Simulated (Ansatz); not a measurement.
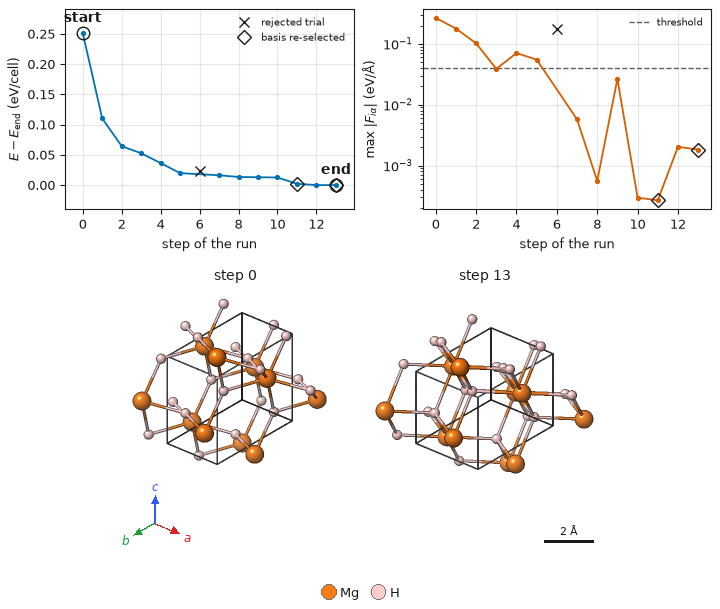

First and last geometry of a relaxation of a crystal of MgH2 (a generated structure, set up in Imm2) (coarse preliminary run), with the history of the run. A ball-and-stick model of the conventional cell (2 times the calculation's cell), seen from a free direction. Lengths and directions refer to the drawn axes.

The calculation used DFT PBE, scalar-relativistic, plane waves, PAW in Ansatz.

Input
```yaml
crystal:
  lattice:
    - [-1.34808434, 2.37615777, 2.05213045]
    - [1.34808434, -2.37615777, 2.05213045]
    - [1.34808434, 2.37615777, -2.05213045]
  atoms:
    - { symbol: Mg, position: [0.36561842, 0.86561842, 0.5] }
    - { symbol: H, position: [0.97895688, 0.22392347, 0.75503341] }
    - { symbol: H, position: [0.46889005, 0.22392347, 0.24496659] }
basis:
  ecutwfc: 420
kpoints:
  mp_grid: { grid: [8, 8, 8] }
hamiltonian:
  xc: pbe
scf:
  occupations: { method: gaussian, width: 0.1 }
  lower_state_search: "off"
output:
  forces: true
  stress: true
  eigenvalues: true
relax:
  adjacent_minimum: "off"
  f_tol: 0.04
  max_steps: 70
  cell: { stress_tol: 0.4 }
```

Command:
```bash
ansatz run input.yaml --threads 1 --pin off --max-ram 2560MiB --backend cpu --events-out ev --progress --plain --runs-dir out
```

Read the history and describe the run.

Answer. It converged. Mg1 moves most relative to the cell: 0.32 Å along −c. By element the largest moves are Mg 0.32 Å, H 0.16 Å. Cell: a 2.696 → 3.332 Å (+23.6 %), b 4.752 → 4.758 Å (+0.1 %), c 4.104 → 3.392 Å (−17.4 %). Volume +2.2 %. Near-neighbour distances that change, for instance: Mg1–H2 2.899 → 2.069 Å, Mg1–Mg1 2.696 → 3.332 Å, Mg1–H2 (another image) 1.874 → 2.049 Å, Mg1–H2 (another image) 1.906 → 2.069 Å. New bonds form: Mg1–H2 (2.90 → 2.07 Å), Mg1–H3 (2.90 → 2.07 Å). Bond angles that change, for instance: H2–Mg1–H3 143.8° → 180.0°, Mg1–H3–Mg1 129.4° → 109.5°, H2–Mg1–H2 129.4° → 109.5°. The space group (tolerance 0.01 Å) goes from Imm2 (No. 44) to Immm (No. 71). The energy falls by 0.251 eV per cell of the calculation in 10 accepted moves (13 points after the start). The largest force component goes from 0.27 to 0.0018 eV/Å. The pressure goes from 10.81 to 0.01 GPa. The line search rejected the trial step at point 6 of the run. At 2 points the geometry stayed and the basis and grid were re-selected for the new cell (energy shift of 10.5 meV per cell of the calculation at most each time).
